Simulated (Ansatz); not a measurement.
## NbH₂ (space group Fm-3m, No. 225): the states at the Fermi level

Input

```yaml
crystal:
  lattice:
    - [0.0, 2.2815, 2.2815]
    - [2.2815, 0.0, 2.2815]
    - [2.2815, 2.2815, 0.0]
  atoms:
    - { symbol: Nb, position: [0.0, 0.0, 0.0] }
    - { symbol: H, position: [0.25, 0.25, 0.25] }
    - { symbol: H, position: [0.75, 0.75, 0.75] }
basis:
  ecutwfc: 420
kpoints:
  mp_grid: { grid: [16, 16, 16] }
hamiltonian:
  xc: pbesol
  pseudopotentials: { kind: paw }
scf:
  occupations: { method: gaussian, width: 0.05 }
output:
  forces: true
  eigenvalues: true
  eigenstates:
    nscf_kmesh: { grid: [34, 34, 34] }
    top_band: c6
    de_dk: true
    localisation: true
  stress: true
checkpoint:
  write: ck
  compress: false
  write_wavefunctions: false
  write_every: 100000
```

Launched as:

```sh
ansatz run input.yaml --threads 1 --pin off --max-ram 3072MiB --backend cpu --events-out ev --progress --plain --runs-dir out
```

The calculation used DFT PBEsol, scalar-relativistic, plane waves, PAW; levels and slopes on a dense k mesh at the converged density in Ansatz. No spin polarisation. The levels come from a k mesh of 34×34×34 points. The geometry was not relaxed (residual pressure −5 GPa).

Part 1: The sheets

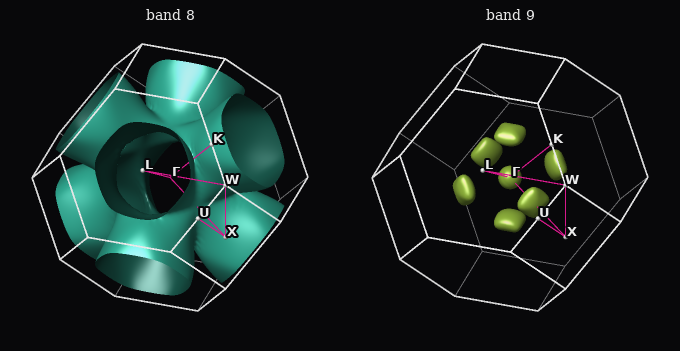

Computed Fermi surface of this crystal. Each panel holds one band. The brighter face of a sheet looks towards empty states.

Summarise the topology of this Fermi surface.

Answer. Two bands cross the Fermi level; this is a three-dimensional metal.

Band 8: a sheet that is open in all directions, neither an electron nor a hole pocket (the band is filled at Γ and L and empty at X). Band 9: six electron pockets on the Γ–X line (each 0.14 % of the zone) and one electron pocket centred at Γ (0.10 % of the zone).

Part 2: Cuts and bands

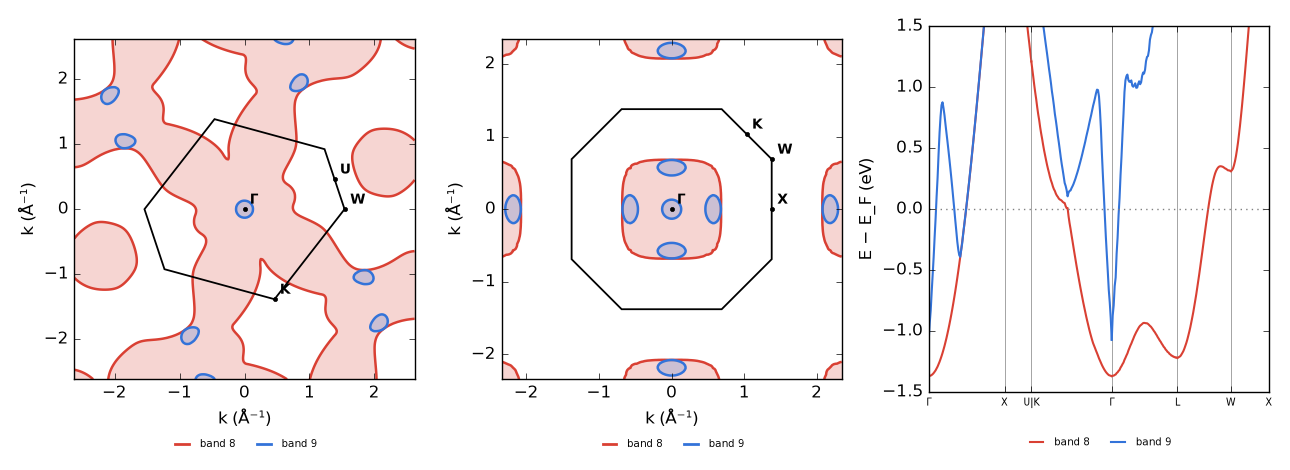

This crystal: cuts through the Fermi surface in the plane through Γ, W and U and the plane through Γ, X and W, filled states shaded, and the bands that cross the Fermi level.

Give each band's level at the labelled points, in eV from the Fermi level.

Answer.
```json
{"band": "band 8", "Γ": "−1.37", "X": "above", "L": "−1.22"}
{"band": "band 9", "Γ": "−1.07", "X": "above", "L": "above"}
```

Negative values are filled states; "above" and "below" lie outside the plotted window.

Part 3: Weight on the atoms

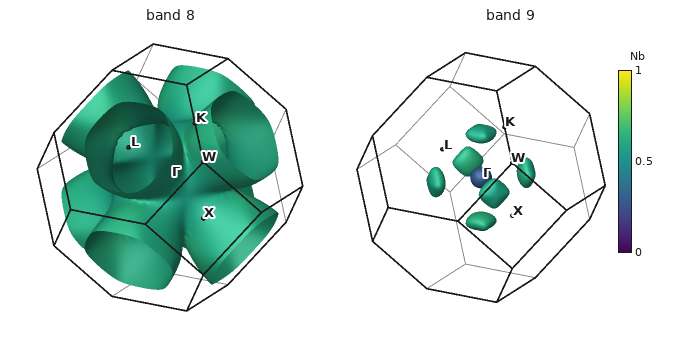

Fermi surface of this crystal, coloured by the weight of the states on Nb (Voronoi cells).

How much Nb character do the sheets have, and what else?

Answer. Band 8: Nb (62 %) and H (38 %). Band 9: Nb (60 %) and H (40 %).

Part 4: Nesting

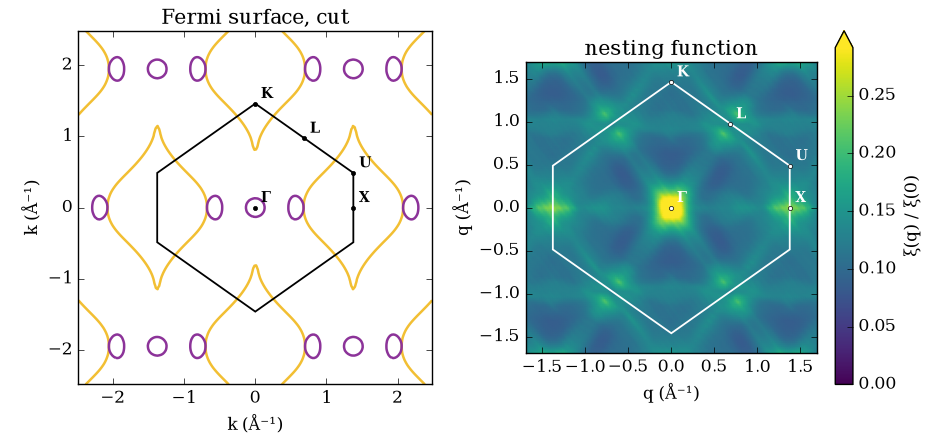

This crystal: a cut of the Fermi surface and the nesting function ξ(q) = Σ δ(ε_k) δ(ε_k+q) over all sheets (each δ a Gaussian as wide as the level changes between mesh points, at least 0.03 eV; heights depend on it), both in the plane through Γ, X and L.

Where is the strongest nesting away from q = 0?

Answer. The highest maximum lies at X, at q = (0.00, −0.50, −0.50) in units of the primitive reciprocal vectors. It reaches 0.27 of the value at q = 0, against a mean of 0.11. A peak of ξ alone doesn't prove an instability there.

Spin-orbit coupling is left out; with Nb it can split, shift or remove sheets. Necks and pockets thinner than about two mesh steps aren't resolved, so separate pockets may in truth be joined.

The run (self-consistency and the dense mesh) took 16 s on 1 thread of Arm Neoverse V2, on a shared host, peak memory 0.42 GiB.
